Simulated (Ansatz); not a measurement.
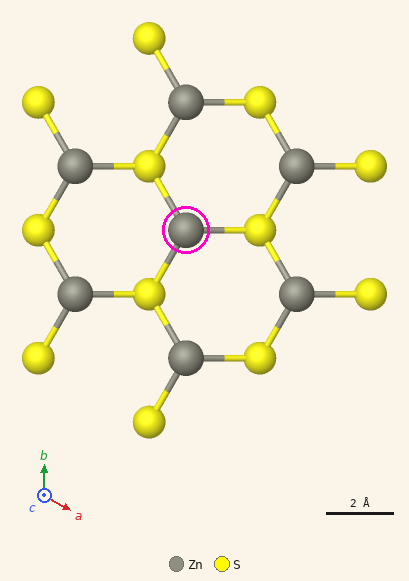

Perfect ZnS. Style: ball-and-stick. Shown: the atoms within 6.0 Å of one point, in a slice 4.2 Å thick across the line of sight, along the c axis.

Theory: Ansatz 0.2.0, DFT PBE, scalar-relativistic, plane waves, PAW. Set-up: plane-wave cutoff 420 eV; k-point mesh 2 × 2 × 2; occupations gaussian; smearing width 0.01 eV; no spin polarisation. The cell is small and the k-mesh coarse, so the numbers are rough. The axes drawn are those of the host's conventional cell.

A sulfur atom is taken out (a vacancy) at the ringed place, in charge state 0. The supercell has 32 sites, and the atoms are relaxed at the host's cell.

Question: How do the neighbours respond?

Answer: Around the empty S site the host had 4 S at 2.36 Å; after relaxation the nearest atoms are 3 S at 2.28 to 2.37 Å. Of the host's atoms, a zinc atom moves furthest from its site, by 0.61 Å.

The relaxed defect, seen from the same direction:

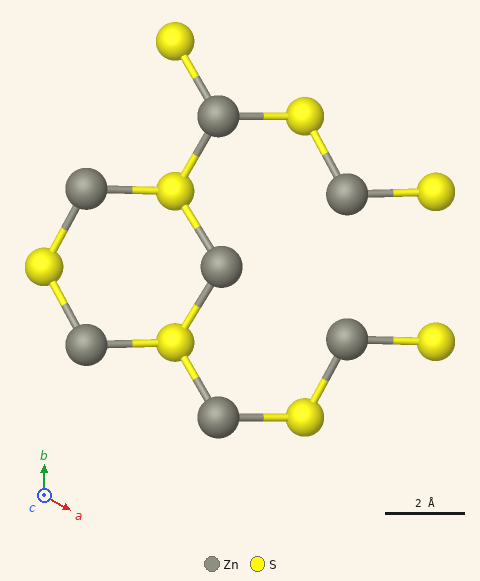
